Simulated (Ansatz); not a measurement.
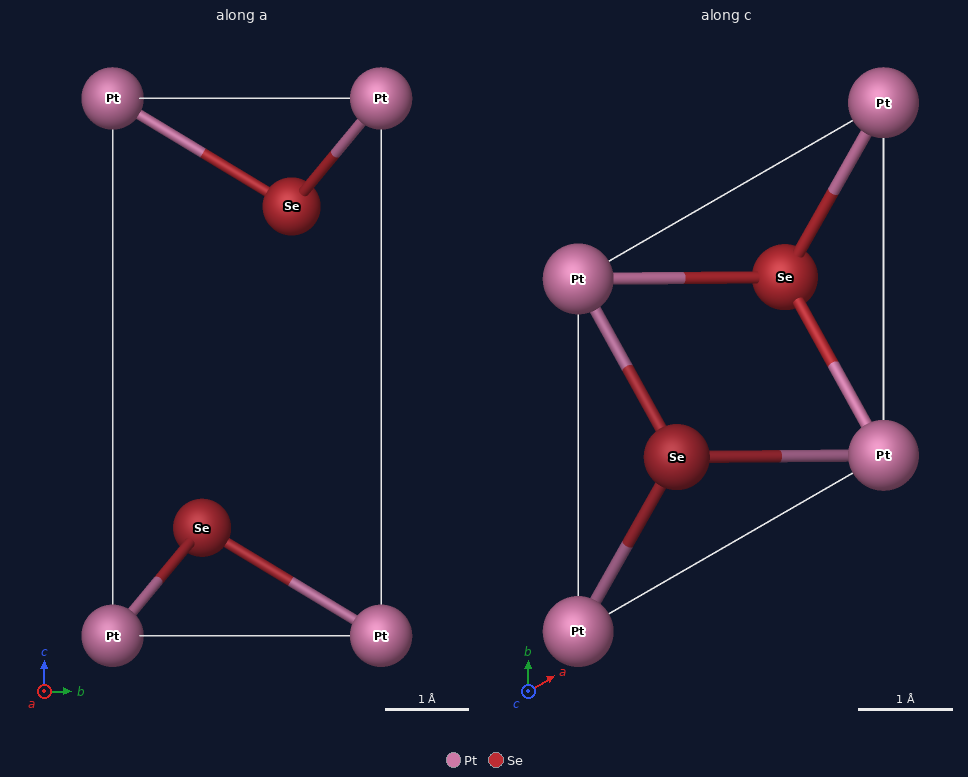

Figure: ball-and-stick view along the a axis and along the c axis. The edges of the conventional unit cell are marked.

PtSe2, space group P-1 (No. 2), a = 3.75 Å, b = 3.75 Å, c = 6.50 Å, α = 89.14°, β = 88.28°, γ = 60.00°.

The numbers come from DFT PBE, scalar-relativistic, plane waves, PAW (Ansatz), using 420 eV cutoff, k-points about 0.24 Å⁻¹ apart, Gaussian smearing of 0.02 eV, no spin polarisation.

> What is the band gap, if any?

A semiconductor at this level, with a gap of 0.80 eV.

> Give the pressure and its sign.

The computed pressure is 0.0 GPa, close to zero.

Its origin is a structure listed in the Materials Project. The cell was then strained or its atoms displaced on purpose. It was the input of a calculation with Ansatz.
